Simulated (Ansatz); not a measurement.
## Single-point calculation, with input and output: GaP

System: GaP (I-4m2, 2 atoms in the cell).
Method: DFT PBE, scalar-relativistic, plane waves, PAW, no spin polarisation (Ansatz 0.2.0).

The structure derives from an entry of the Crystallography Open Database. It belongs to a series of runs on one base structure; here: ratio of the length along z to the lengths across it x 0.85, volume and fractional coordinates fixed. Figures and captions count atoms from 1; the log counts them from 0 in places.

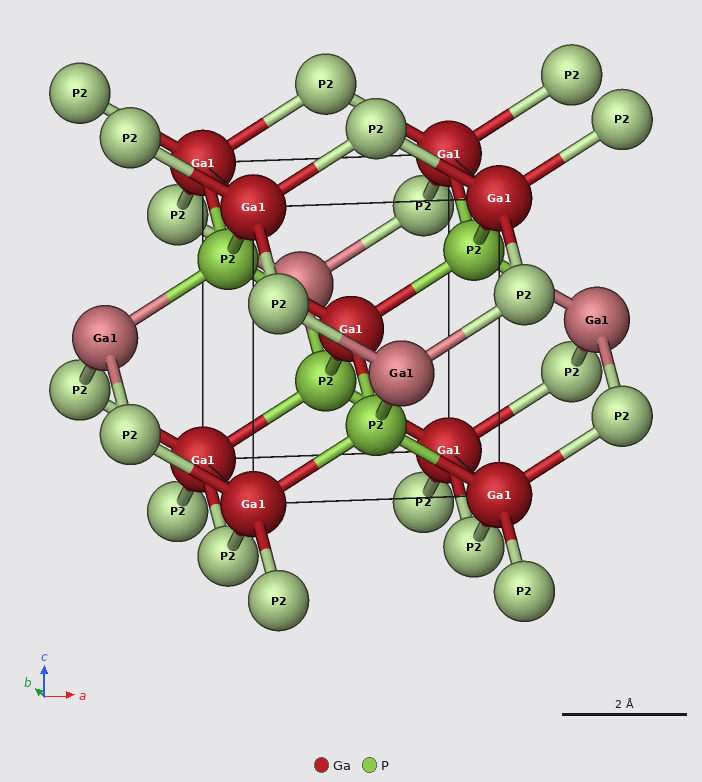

*The structure (ball-and-stick view of the cell 2 times as large as that of the calculation, set on its symmetry axes, seen slightly off an axis; neighbours outside the cell are drawn fainter; atoms are numbered from 1 in the order of the input). An atom can appear more than once, as a periodic image.*

Near neighbours in the periodic cell (some may lie outside the picture): Ga has 4 P at 2.37 Å; P has 4 Ga at 2.37 Å.

### Summary

- outcome: converged
- space group (tolerance 0.01 Å): I-4m2 (119)
- electrons treated: 18
- free energy: −4539.4183 eV
- Fermi energy: 7.639 eV
- gap on the k-point mesh: 0.18 eV
- pressure: 1.86 GPa
- largest force (length of the vector): under 0.001 eV/Å
- hardware: 1 thread of Intel Xeon @ 2.50GHz (Skylake/Cascade Lake), 189 GiB of memory available, shared host
- wall time: 14 s
- peak memory: 0.39 GiB

### Input file
```yaml
crystal:
  lattice:
    - [0.0, 2.8769570149, 2.4454134627]
    - [2.8769570149, 0.0, 2.4454134627]
    - [2.8769570149, 2.8769570149, 0.0]
  atoms:
    - { symbol: Ga, position: [0.0, 0.0, 0.0] }
    - { symbol: P, position: [0.75, 0.75, 0.75] }
basis:
  ecutwfc: 420
kpoints:
  mp_grid: { grid: [10, 10, 10] }
hamiltonian:
  xc: pbe
scf:
  occupations: { method: gaussian, width: 0.05 }
output:
  forces: true
  stress: true
  eigenvalues: true
  write_density: true
  write_potential: true
  elf: true
  volumetric_format: npy
```

Run as:
```bash
ansatz run input.yaml --threads 1 --pin off --max-ram 2560MiB --backend cpu --events-out ev --progress --plain --runs-dir out
```

### Log
```
Engine: ansatz 0.2.0, x86_64-unknown-linux-gnu
Pseudopotentials: kind: paw
Pseudopotential: Ga, paw, valence charge 13, recommended cutoff 420 eV (normal), Ga.paw.azcp
Pseudopotential: P, paw, valence charge 5, recommended cutoff 420 eV (normal), P.paw.azcp
Functional definition: PBE
  parameter kappa = 0.804
  parameter beta = 0.06672455060314922
  exchange = pbe_x(kappa = kappa, mu = beta*pi^2/3)
  correlation = pbe_c(beta = beta)
Crystal: 2 atoms, lattice volume = 40.481 Å³
Basis set: ecut = 420 eV, 789 PW (Γ), exchange–correlation on 54×54×60 points (8 copies of the dense FFT grid, shifted against one another)
Bands: 13, of which v1, the nominal top of the filled ones, is band 9 counted from 1 (8 counted from 0)
Symmetry: 8 space group operations
Space group: I-4m2 (ITA 119), of the structure as read, at distance tolerance 3.4e-5 Å
k-points: 102 of 1000 (time reversal used)
Non-local potential: Ga, projectors of the file, l = 0: 2, l = 1: 2, l = 2: 3, l = 3: 1
Non-local potential: P, projectors of the file, l = 0: 2, l = 1: 2, l = 2: 2
PAW form: soft (Blöchl's): semilocal exchange-correlation on the pseudo side does not see the compensation charge
PAW one-centre angular grid: Ga, 590 points (default); XC on 64 Gauss nodes
PAW one-centre angular grid: P, 110 points (default); XC on 64 Gauss nodes
Initial density: superposition of atomic densities (neutral atoms: chi_scale 0, normalization atom), corrected by the library's trained network
Initial wavefunctions: pseudopotential atomic-orbital guess
Functional: x = pbe(κ = 0.804, μ = 0.2195149727645171), c = pbe(β = 0.06672455060314922)
SCF iter   1: F=—  HF=-4539.419219 eV  |F-HF|=—  |Δ(HF+E_count)|=         —  Δρ=1.28e-3  dr2=5.01e-4  ethr=1.77e-3  ⟨swp⟩=6.0  Hψ=8629  notcnv=0
preconditioner: auto → none  [insulator: Δε(μ)=0.177 eV  Ē_g=15.455 eV  σ=0.050 eV  W_gap=0.99  n_scr=12 (ndim 8)  ℏωp=24.8 eV  f_vac=0.003  D(μ)=0.00/eV (n_scr^D=0)  ε∞_Penn≈3.6]
SCF iter   2: F=—  HF=-4539.418476 eV  |F-HF|=—  |Δ(HF+E_count)|=   7.43e-4  Δρ=1.18e-3  dr2=3.20e-4  ethr=2.79e-6  ⟨swp⟩=2.6  Hψ=3314  notcnv=0
SCF iter   3: F=—  HF=-4539.418306 eV  |F-HF|=—  |Δ(HF+E_count)|=   1.71e-4  Δρ=5.53e-4  dr2=5.99e-5  ethr=1.78e-6  ⟨swp⟩=2.0  Hψ=1859  notcnv=0
SCF iter   4: F=—  HF=-4539.418332 eV  |F-HF|=—  |Δ(HF+E_count)|=   2.60e-5  Δρ=2.28e-4  dr2=1.03e-5  ethr=3.33e-7  ⟨swp⟩=2.0  Hψ=2251  notcnv=0
SCF iter   5: F=—  HF=-4539.418328 eV  |F-HF|=—  |Δ(HF+E_count)|=   3.63e-6  Δρ=9.91e-5  dr2=2.49e-6  ethr=5.70e-8  ⟨swp⟩=2.0  Hψ=1949  notcnv=0
SCF iter   6: F=—  HF=-4539.418328 eV  |F-HF|=—  |Δ(HF+E_count)|=   4.39e-7  Δρ=6.54e-5  dr2=8.24e-7  ethr=1.38e-8  ⟨swp⟩=2.6  Hψ=2299  notcnv=0
SCF iter   7: F=-4539.418327 eV  HF=-4539.418327 eV  |F-HF|=3.19e-8  |Δ(HF+E_count)|=   3.65e-7  Δρ=1.21e-5  dr2=2.67e-8  ethr=5.56e-10  ⟨swp⟩=9.5  Hψ=10343  notcnv=0
SCF 1 converged in 7 iterations: F = -4539.418327 eV  dr2 = 2.67e-8
  Residual-converged pass: ⟨swp⟩=1.0  Hψ=1737  notcnv=0  max |occ|·‖R‖ = 7.1e-9 eV (tolerance 1.0e-8 eV)  dr2=2.67e-8  dr2_onsite=1.81e-8  max |Δocc| = 7.2e-11
  greatest PAW one-centre occupation: 0.994 electrons in one spin orbital (limit 2), on the Ga atom at site 0 (counted from 0), in its partial waves of l = 2
```

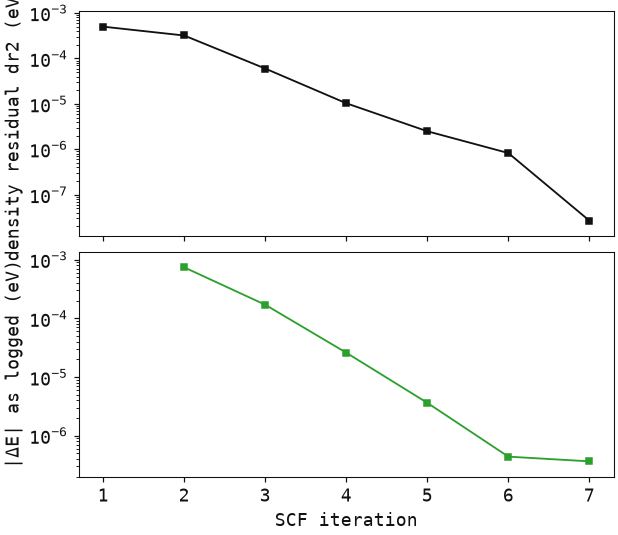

*Convergence of the self-consistent field: density residual dr2 and size of the energy change against the SCF iteration.*

The residual falls at every step.

```
SCF converged after 7 iterations
Free energy (F): -4539.418327 eV
Harris-Foulkes:  -4539.418327 eV  (|F-HF|=3.19e-8)
Internal energy: -4539.418325 eV  (E = F + TS)
E sigma→0 (E₀):  -4539.418326 eV
Entropy (-TS):   -0.000003 eV (-0.001 meV/atom)
Fermi energy:    7.639461 eV
--- Per-component energies (eV) ---
  E_band       = -58.020099
  E_kinetic    = 185.981028
  E_local      = -2193.015836  (includes V_loc(G=0)·N_el)
  E_nonlocal   = 458.898785
  E_hartree    = 1014.031279
  E_xc         = -130.570182
  E_vxc        = -118.753732  (∫ρ·V_xc dr)
  E_paw        = -2558.471581  (= ΣΔE_a)
  E_vpaw       = -419.183383  (= ΣTr[D̂ρ^β])
  E_aug_tail   = -0.000106  (compensation charges beyond the density's cutoff)
  E_ewald      = -1316.271712
  E_smearing   = -0.000003  (= −TS)
  E_closure    = 0.000000  (closes the sum)
  Σ components = -4539.418327   (vs F -4539.418327, Δ=0.00e0)
--- Forces (eV/Å), atoms counted from 1 ---
  atom   1  Ga    -0.00000000     0.00000000     0.00000000
  atom   2  P      0.00000000    -0.00000000     0.00000000
  max |Σ_I F_I| component: 2.78e-17 eV/Å
--- Stress (GPa, compression-positive) ---
       -0.986676      -0.000000       0.000000
       -0.000000      -0.986676       0.000000
        0.000000       0.000000       7.557864
  P = ⅓ Tr σ = 1.8615 GPa (18.615 kbar)
--- Band table (eV; the first three rows and the last of 102) ---
  k-point 0: bands = ["-7.4750", "-7.4750", "-7.4319", "-7.3899", "-7.3570", "-5.3516", "6.8487", "6.8487", "7.5519", "8.7535", "10.9285", "11.2720", "11.2720"]
  k-point 1: bands = ["-7.4792", "-7.4720", "-7.4342", "-7.3898", "-7.3559", "-5.2213", "5.8521", "6.6555", "7.2578", "9.3888", "10.9401", "11.4553", "11.6962"]
  k-point 2: bands = ["-7.4945", "-7.4648", "-7.4345", "-7.3898", "-7.3524", "-4.8431", "4.1110", "6.2325", "6.9912", "9.2697", "11.5497", "11.6593", "12.9043"]
  k-point 101: bands = ["-7.5758", "-7.4343", "-7.4054", "-7.4054", "-7.3208", "-1.9524", "1.0996", "3.7569", "3.7569", "7.9355", "8.1585", "17.5477", "17.5477"]
```

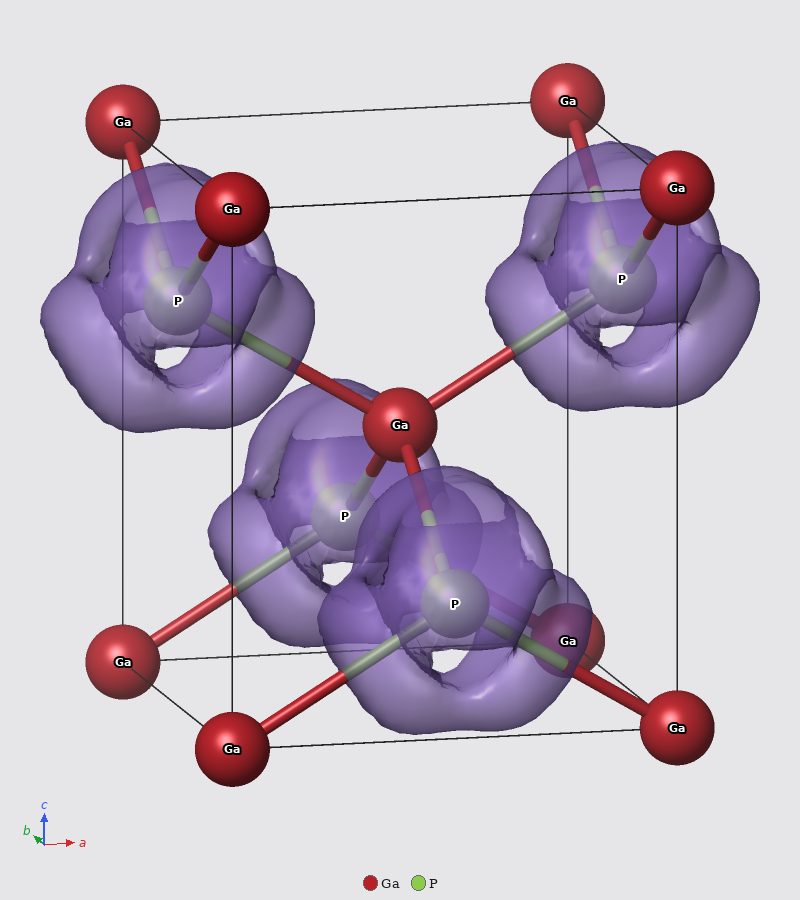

*Isosurface of the electron localisation function at 0.75 (purple), seen at an oblique angle. Only the valence region is drawn (cores and ρ < 0.01 e/Å³ removed). Sticks mark near contacts. The outline is the cell set on symmetry axes.*

Values along the shortest contacts: Ga–P (2.37 Å): the ELF is about 0.75 at the midpoint. The fields are those of the smooth PAW valence density.

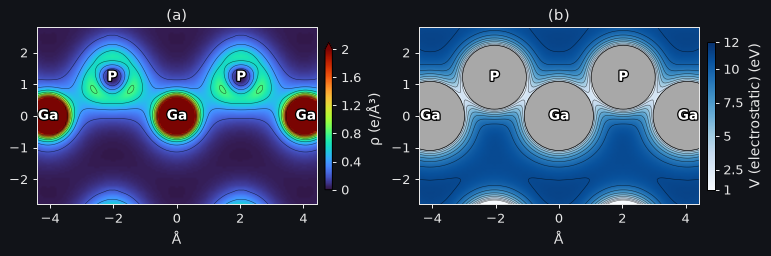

*(a) valence pseudo-density; (b) electrostatic potential (local pseudopotential plus Hartree) felt by an electron on the (010) plane of the conventional cell. Grey discs, where drawn, cover atomic cores.*

Ga–P (2.37 Å): ρ at the midpoint is about 0.54 e/Å³. Away from the nuclei the density in this plane falls to 0.02 e/Å³ at its lowest. Outside the cores the potential energy rises away from the atoms and is highest about 2.4 Å from the nearest atoms; outside the discs it spans about 10 eV, and its zero is arbitrary.
